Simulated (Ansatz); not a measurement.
## Run report: MoSe₂, single-point calculation (part 1 of 2)

MoSe₂ (6 atoms in the cell), computed with DFT PBEsol+U, scalar-relativistic, plane waves, PAW, Ueff = 1 eV on Mo atom 1 d; Ueff = 1 eV on Mo atom 2 d, spin-polarised (Ansatz 0.2.0).

The structure derives from an entry of the Crystallography Open Database. It belongs to a series of runs on one base structure; here: ferromagnetic start, free, natural orbitals of the symmetric run filled by rank. Figures and captions count atoms from 1; the log counts them from 0 in places.

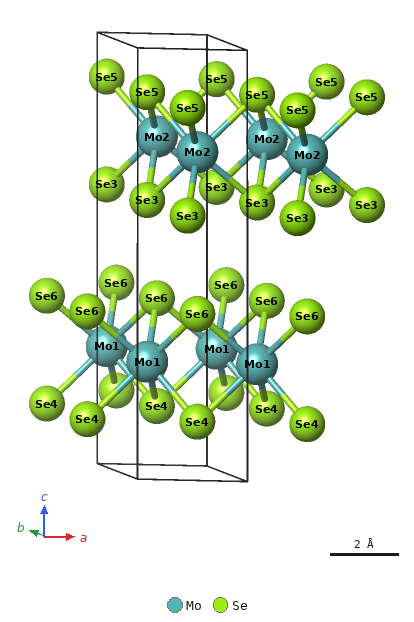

Figure 1. The structure as given in the input (ball-and-stick view of the cell of the calculation, repeated 2 × 2 × 1, seen slightly off an axis; bonded neighbours outside the cell are drawn too; atoms are numbered from 1 in the order of the input). Near neighbours in the crystal (not all of them lie inside the picture): Mo has 6 Se at 2.49 Å; Se has 3 Mo at 2.49 Å.

## The input
```yaml
crystal:
  lattice:
    - [3.28799957, 0.0, 0.0]
    - [-1.64399979, 2.84749116, 0.0]
    - [0.0, 0.0, 12.90000092]
  atoms:
    - { symbol: Mo, position: [0.3333333333, 0.6666666667, 0.25], spin: 2.0 }
    - { symbol: Mo, position: [0.6666666667, 0.3333333333, 0.75], spin: 2.0 }
    - { symbol: Se, position: [0.3333333333, 0.6666666667, 0.625] }
    - { symbol: Se, position: [0.6666666667, 0.3333333333, 0.125] }
    - { symbol: Se, position: [0.3333333333, 0.6666666667, 0.875] }
    - { symbol: Se, position: [0.6666666667, 0.3333333333, 0.375] }
basis:
  ecutwfc: 420
  ecutrho_ratio: 4
kpoints:
  mp_grid: { grid: [7, 7, 2] }
hamiltonian:
  xc: pbesol
  hubbard:
    sites:
      - { site: 0, l: d, u_eff: 1.0, starting_ns: [{ spin: up, occupation_matrix: s0up }, { spin: down, occupation_matrix: s0down }] }
      - { site: 1, l: d, u_eff: 1.0, starting_ns: [{ spin: up, occupation_matrix: s1up }, { spin: down, occupation_matrix: s1down }] }
    occupation_matrices:
      s0up:
        matrix:
          - [0.97, 0.0, 0.0, 0.0, 0.0]
          - [0.0, 0.02, 0.0, 0.0, 0.0]
          - [0.0, 0.0, 0.02, 0.0, 0.0]
          - [0.0, 0.0, 0.0, 0.02, 0.0]
          - [0.0, 0.0, 0.0, 0.0, 0.97]
      s0down:
        matrix:
          - [0.02, 0.0, 0.0, 0.0, 0.0]
          - [0.0, 0.02, 0.0, 0.0, 0.0]
          - [0.0, 0.0, 0.02, 0.0, 0.0]
          - [0.0, 0.0, 0.0, 0.02, 0.0]
          - [0.0, 0.0, 0.0, 0.0, 0.02]
      s1up:
        matrix:
          - [0.97, 0.0, 0.0, 0.0, 0.0]
          - [0.0, 0.02, 0.0, 0.0, 0.0]
          - [0.0, 0.0, 0.02, 0.0, 0.0]
          - [0.0, 0.0, 0.0, 0.02, 0.0]
          - [0.0, 0.0, 0.0, 0.0, 0.97]
      s1down:
        matrix:
          - [0.02, 0.0, 0.0, 0.0, 0.0]
          - [0.0, 0.02, 0.0, 0.0, 0.0]
          - [0.0, 0.0, 0.02, 0.0, 0.0]
          - [0.0, 0.0, 0.0, 0.02, 0.0]
          - [0.0, 0.0, 0.0, 0.0, 0.02]
    ns_hold: { iters: 10 }
scf:
  occupations: { method: gaussian, width: 0.05 }
  lower_state_search: "off"
  max_iter: 150
output:
  forces: true
  stress: true
  eigenvalues: true
  populations: true
  hubbard: { sites: [{ site: 0, l: d }, { site: 1, l: d }] }
  write_density: true
  write_potential: true
  elf: true
  volumetric_format: npy
magnetization:
  spin_polarized: true
```

Hardware: 4 threads of Intel Xeon @ 2.60GHz (Ice Lake), 24 GiB of memory available, shared host.

Run as:
```bash
ansatz run input.yaml --threads 4 --pin off --max-ram 6144MiB --backend cpu --events-out ev --progress --plain --runs-dir out
```

## Log
```
Warning: crystal.symmetry: narrowed to the stabiliser of the occupation matrices — unitary ops 24 → 8; lowered by the specified shells (site 0, l: d), (site 1, l: d); largest admitted image defect 3.3e-9, smallest excluded 7.1e-1 — at a splitting's scale: the group the occupation matrices' own texture admits
Mo: projections on atomic orbitals take those of the free atom [Ar 3d10] 4s2 4p6 4d5 5s1, of charge +0.00 (hamiltonian.pseudopotentials.projection_atoms); the dataset's partial waves leave at most 6.0e-6 of an orbital's norm unspanned inside its sphere
Se: projections on atomic orbitals take those of the free atom [Ar] 3d10 4s2 4p4, of charge +0.00 (hamiltonian.pseudopotentials.projection_atoms); the dataset's partial waves leave at most 2.3e-6 of an orbital's norm unspanned inside its sphere
Engine: ansatz 0.2.0, x86_64-unknown-linux-gnu
Pseudopotentials: kind: paw
Pseudopotential: Mo, paw, valence charge 14, recommended cutoff 420 eV (normal), Mo.paw.azcp
Pseudopotential: Se, paw, valence charge 16, recommended cutoff 420 eV (normal), Se.paw.azcp
Functional definition: PBEsol
  exchange = pbesol_x
  correlation = pbesol_c
Crystal: 6 atoms, lattice volume = 120.777 Å³
Basis set: ecut = 420 eV, 2395 PW (Γ), exchange–correlation on 48×48×180 points (8 copies of the dense FFT grid, shifted against one another)
Bands: 58, of which v1, the nominal top of the filled ones, is band 46 counted from 1 (45 counted from 0)
Symmetry: 8 space group operations
k-points: 32 of 98
Non-local potential: Mo, projectors of the file, l = 0: 3, l = 1: 2, l = 2: 2, l = 3: 1
Non-local potential: Se, projectors of the file, l = 0: 2, l = 1: 2, l = 2: 3, l = 3: 1
PAW form: soft (Blöchl's): semilocal exchange-correlation on the pseudo side does not see the compensation charge
PAW frozen core: Mo, regenerated for the run's functional, and the local potential with it (the file was generated under x = pbe(κ = 0.804, μ = 0.2195149727645171), c = pbe(β = 0.06672455060314922))
PAW frozen core: Se, regenerated for the run's functional, and the local potential with it (the file was generated under x = pbe(κ = 0.804, μ = 0.2195149727645171), c = pbe(β = 0.06672455060314922))
PAW one-centre angular grid: Mo, 590 points (default); XC on 64 Gauss nodes
PAW one-centre angular grid: Se, 590 points (default); XC on 64 Gauss nodes
Initial density: superposition of atomic densities (chi_scale 0.1, normalization cell)
Starting moments: Σ|m| = 4 μB on 2 of 6 sites
Initial wavefunctions: pseudopotential atomic-orbital guess
Functional: x = pbesol(κ = 0.804, μ = 0.12345679012345678), c = pbesol(β = 0.046)
SCF iter   1: F=—  HF=-31492.700984 eV  |F-HF|=—  |Δ(HF+E_count)|=         —  Δρ=8.13e-2 (↑8.13e-2 ↓3.50e-2)  dr2=1.02e1  dr2_m=2.76e0  M=0.039 μB ∫|m|=1.233 μB  β_m=0.30  ethr=3.10e-3  ⟨swp⟩=6.3  Hψ=13301  notcnv=0  defer=1
preconditioner: auto → Kerker (q_TF=auto, 2.607 Å⁻¹)  [metal: Δε(μ)=0.010 eV  Ē_g=10.090 eV  σ=0.050 eV  W_gap=0.11  n_scr=40 (ndim 8)  ℏωp=20.3 eV  f_vac=0.027  D(μ)=0.89/eV (n_scr^D=4)]
spin=Collinear: Kerker preconditioning applied to the charge; magnetization (m = ρ↑ − ρ↓) channel mixes plain (no charge-response kernel on spin).
SCF iter   2: F=—  HF=-31491.518290 eV  |F-HF|=—  |Δ(HF+E_count)|=    1.18e0  Δρ=5.14e-2 (↑5.14e-2 ↓2.80e-2)  dr2=2.76e0  dr2_m=1.38e0  M=0.034 μB ∫|m|=1.175 μB  β_m=0.30  ethr=3.10e-3  ⟨swp⟩=2.0  Hψ=5083  notcnv=0  defer=272
SCF iter   3: F=—  HF=-31491.164918 eV  |F-HF|=—  |Δ(HF+E_count)|=   3.53e-1  Δρ=2.77e-2 (↑2.43e-2 ↓2.77e-2)  dr2=7.64e-1  dr2_m=6.74e-1  M=0.049 μB ∫|m|=1.142 μB  β_m=0.30  ethr=3.00e-3  ⟨swp⟩=2.0  Hψ=4771  notcnv=0  defer=272
SCF iter   4: F=—  HF=-31491.250866 eV  |F-HF|=—  |Δ(HF+E_count)|=   8.59e-2  Δρ=2.52e-2 (↑2.52e-2 ↓1.36e-2)  dr2=4.54e-1  dr2_m=3.88e-1  M=0.020 μB ∫|m|=0.957 μB  β_m=0.30  ethr=8.31e-4  ⟨swp⟩=3.1  Hψ=7551  notcnv=0  defer=272
SCF iter   5: F=—  HF=-31491.215682 eV  |F-HF|=—  |Δ(HF+E_count)|=   3.52e-2  Δρ=1.50e-2 (↑1.23e-2 ↓1.50e-2)  dr2=9.38e-2  dr2_m=2.00e-1  M=0.018 μB ∫|m|=0.900 μB  β_m=0.30  ethr=4.94e-4  ⟨swp⟩=2.0  Hψ=5139  notcnv=0  defer=272
SCF iter   6: F=—  HF=-31491.255745 eV  |F-HF|=—  |Δ(HF+E_count)|=   4.01e-2  Δρ=1.21e-2 (↑1.21e-2 ↓8.44e-3)  dr2=4.09e-2  dr2_m=1.15e-1  M=0.004 μB ∫|m|=0.797 μB  β_m=0.30  ethr=1.02e-4  ⟨swp⟩=2.0  Hψ=7150  notcnv=0  defer=270
SCF iter   7: F=—  HF=-31491.264920 eV  |F-HF|=—  |Δ(HF+E_count)|=   9.17e-3  Δρ=7.57e-3 (↑7.57e-3 ↓7.54e-3)  dr2=1.47e-3  dr2_m=6.29e-2  M=0.002 μB ∫|m|=0.742 μB  β_m=0.30  ethr=4.44e-5  ⟨swp⟩=2.7  Hψ=6381  notcnv=0  defer=270
Mixer restart at iter 7: flushing history
spin-set hold released at iteration 7 (site moments contracting): the magnetisation degrees of freedom join the quasi-Newton model from the next iteration; the mixer history was flushed
SCF iter   8: F=—  HF=-31491.274367 eV  |F-HF|=—  |Δ(HF+E_count)|=   9.45e-3  Δρ=5.73e-3 (↑5.73e-3 ↓5.58e-3)  dr2=1.12e-3  dr2_m=3.52e-2  M=0.001 μB ∫|m|=0.693 μB  β_m=0.65  ethr=1.59e-6  ⟨swp⟩=2.0  Hψ=6282  notcnv=0  defer=270
SCF iter   9: F=—  HF=-31491.290594 eV  |F-HF|=—  |Δ(HF+E_count)|=   1.62e-2  Δρ=9.66e-4 (↑4.64e-4 ↓9.66e-4)  dr2=1.36e-3  dr2_m=5.31e-4  M=0.000 μB ∫|m|=0.556 μB  β_m=0.63  ethr=1.22e-6  ⟨swp⟩=2.4  Hψ=6720  notcnv=0  defer=270
SCF iter  10: F=—  HF=-31491.290797 eV  |F-HF|=—  |Δ(HF+E_count)|=   2.03e-4  Δρ=3.17e-4 (↑3.17e-4 ↓2.64e-4)  dr2=2.01e-4  dr2_m=7.98e-5  M=0.000 μB ∫|m|=0.535 μB  β_m=0.81  ethr=1.22e-6  ⟨swp⟩=2.0  Hψ=5618  notcnv=0  defer=270
SCF iter  11: F=—  HF=-31491.290952 eV  |F-HF|=—  |Δ(HF+E_count)|=   1.55e-4  Δρ=1.04e-4 (↑7.97e-5 ↓1.04e-4)  dr2=1.27e-4  dr2_m=3.65e-6  M=0.000 μB ∫|m|=0.522 μB  β_m=0.81  ethr=2.19e-7  ⟨swp⟩=2.0  Hψ=4736  notcnv=0  defer=270
Mixer restart at iter 11: flushing history
SCF iter  12: F=—  HF=-31491.309713 eV  |F-HF|=—  |Δ(HF+E_count)|=         —  Δρ=1.40e-4 (↑8.47e-5 ↓1.40e-4)  dr2=2.15e-4  dr2_m=3.32e-6  M=0.000 μB ∫|m|=0.520 μB  β_m=0.81  ethr=1.38e-7  ⟨swp⟩=1.1  Hψ=3452  notcnv=0  defer=270
SCF iter  13: F=—  HF=-31493.424630 eV  |F-HF|=—  |Δ(HF+E_count)|=    2.11e0  Δρ=5.66e-3 (↑4.00e-3 ↓5.66e-3)  dr2=2.22e-1  dr2_m=5.96e-3  M=0.000 μB ∫|m|=0.257 μB  β_m=0.32  ethr=1.38e-7  ⟨swp⟩=4.1  Hψ=7620  notcnv=0  defer=270
SCF iter  14: F=—  HF=-31493.473517 eV  |F-HF|=—  |Δ(HF+E_count)|=   4.89e-2  Δρ=2.76e-3 (↑2.64e-3 ↓2.76e-3)  dr2=4.02e-2  dr2_m=4.16e-3  M=0.000 μB ∫|m|=0.194 μB  β_m=0.76  ethr=1.38e-7  ⟨swp⟩=3.2  Hψ=9592  notcnv=0  defer=250
SCF iter  15: F=—  HF=-31493.523494 eV  |F-HF|=—  |Δ(HF+E_count)|=   5.00e-2  Δρ=1.16e-3 (↑1.16e-3 ↓9.94e-4)  dr2=5.70e-3  dr2_m=9.11e-4  M=0.000 μB ∫|m|=0.063 μB  β_m=0.88  ethr=1.38e-7  ⟨swp⟩=3.4  Hψ=9097  notcnv=0  defer=250
SCF iter  16: F=—  HF=-31493.524326 eV  |F-HF|=—  |Δ(HF+E_count)|=   8.32e-4  Δρ=2.49e-4 (↑2.49e-4 ↓2.44e-4)  dr2=6.87e-4  dr2_m=3.34e-5  M=0.000 μB ∫|m|=0.014 μB  β_m=0.79  ethr=1.38e-7  ⟨swp⟩=3.4  Hψ=8714  notcnv=0  defer=250
SCF iter  17: F=—  HF=-31493.524138 eV  |F-HF|=—  |Δ(HF+E_count)|=   1.88e-4  Δρ=1.30e-4 (↑1.25e-4 ↓1.30e-4)  dr2=3.26e-4  dr2_m=1.67e-6  M=0.000 μB ∫|m|=0.003 μB  β_m=0.90  ethr=1.38e-7  ⟨swp⟩=2.0  Hψ=6304  notcnv=0  defer=250
SCF iter  18: F=—  HF=-31493.524103 eV  |F-HF|=—  |Δ(HF+E_count)|=   3.49e-5  Δρ=6.48e-5 (↑6.48e-5 ↓4.52e-5)  dr2=4.42e-5  dr2_m=1.34e-6  M=0.000 μB ∫|m|=0.002 μB  β_m=0.95  ethr=1.38e-7  ⟨swp⟩=2.5  Hψ=5226  notcnv=0  defer=250
SCF iter  19: F=—  HF=-31493.524105 eV  |F-HF|=—  |Δ(HF+E_count)|=   2.13e-6  Δρ=1.74e-5 (↑1.34e-5 ↓1.74e-5)  dr2=1.13e-6  dr2_m=1.25e-7  M=0.000 μB ∫|m|=0.001 μB  β_m=0.97  ethr=4.80e-8  ⟨swp⟩=2.0  Hψ=4372  notcnv=0  defer=250
iter 20 did not close the SCF: its close was put off for a magnetic moment that had not settled (scf_convergence_deferred on its scf_iter line)
SCF iter  20: F=-31493.524106 eV  HF=-31493.524106 eV  |F-HF|=1.85e-8  |Δ(HF+E_count)|=   6.98e-7  Δρ=4.05e-6 (↑4.05e-6 ↓3.08e-6)  dr2=6.84e-8  dr2_m=2.93e-9  M=0.000 μB ∫|m|=0.000 μB  β_m=0.99  ethr=1.09e-10  ⟨swp⟩=13.2  Hψ=25680  notcnv=0
iter 21 did not close the SCF: its close was put off for a magnetic moment that had not settled (scf_convergence_deferred on its scf_iter line)
SCF iter  21: F=-31493.524106 eV  HF=-31493.524106 eV  |F-HF|=1.55e-9  |Δ(HF+E_count)|=   4.29e-8  Δρ=8.86e-7 (↑8.22e-7 ↓8.86e-7)  dr2=4.61e-9  dr2_m=1.65e-10  M=0.000 μB ∫|m|=0.000 μB  β_m=0.99  ethr=7.43e-11  ⟨swp⟩=5.5  Hψ=20208  notcnv=0
SCF iter  22: F=-31493.524106 eV  HF=-31493.524106 eV  |F-HF|=4.73e-10  |Δ(HF+E_count)|=   3.01e-9  Δρ=3.14e-7 (↑2.76e-7 ↓3.14e-7)  dr2=3.79e-10  dr2_m=2.97e-11  M=0.000 μB ∫|m|=0.000 μB  ethr=5.01e-12  ⟨swp⟩=5.0  Hψ=18148  notcnv=0
WARN: the starting moments were not kept: the SCF closed with an absolute magnetisation of 1.2e-5 μB, where they sum to 4 μB in size (2 sites). That is at most 0.1 of that sum. Measured as dr2_m measures the in/out step, that magnetisation stands 9.6e-12 eV from none, at or under the dr2_threshold of 1.0e-7 eV: it is no larger than a step whose dr2_m would equal this threshold. The system may hold no moment; this SCF shows only that its start led to no more than that. To try another start: raise the starting moments (crystal.atoms[].spin, magnetization.per_species, magnetization.initial_magnetization, or on a non-collinear deck that types none of these the spinor_matrix: blocks that start its atoms; where the total moment is fixed, keep their sum and leave initial_magnetization as it is; typed ones take the place of any that the run laid by itself, positive ones on a crystal's lanthanoids without a Hubbard term where scf.initial_density.shell_occupations: [] is typed) or, if the notice of its spin-set hold's release reads "site moments contracting" or "site moments show no strong build", lengthen the hold (scf.mixing.spin_hold: { on: { confirm: 4 } }; for m-r²SCAN on two components see the key's manual first). Each may lead to a state that holds a moment. A second SCF, from the converged charge density, with the starting moments and any scf.initial_density.shell_occupations laid on it anew, would have followed, and was not run: the deck does not ask for one (magnetization.retry_lost_moments is false, the default). To let it run, set magnetization.retry_lost_moments: true and run the deck again, where that key's refused combinations let it; where memory then withholds it, that run's warning says so.
WARN: hamiltonian.hubbard: on 4 of 4 specified blocks the occupation matrix of this SCF's result fails the test of the specified filling. At site 0 ↑ (sites count from 0 in the list of atoms of the cell that this SCF solves) the least filled combination of the orbitals specified full has occupation 0.541, and the fullest combination of the orbitals specified empty has occupation 0.541; the filling counts as kept where the first is at least 0.75 and exceeds the second by more than 0.25. The same holds at site 0 ↓, site 1 ↑, site 1 ↓. The state of this SCF's result may not hold the specified filling, though these bounds can also misjudge a state that does. This warning does not say which state is lower in energy, or whether the specified filling is a self-consistent state at all; see hamiltonian.hubbard.sites[].starting_ns, Limitations, and scf.initial_density.shell_occupations in the input reference
SCF 1 converged in 22 iterations: F = -31493.524106 eV  dr2 = 3.79e-10
  greatest PAW one-centre occupation: 1.000 electrons in one spin orbital (limit 2), on the Se atom at site 5 (counted from 0), in its partial waves of l = 2
```

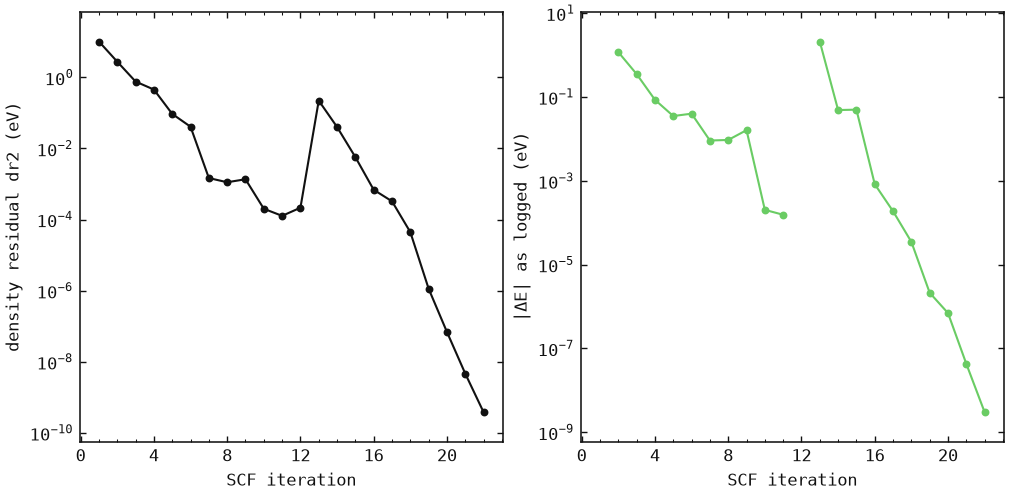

Figure 2. Convergence of the self-consistent field: density residual dr2 and size of the energy change against the SCF iteration. The residual comes down, with one marked jump up, by a factor of about 10³, at step 13.
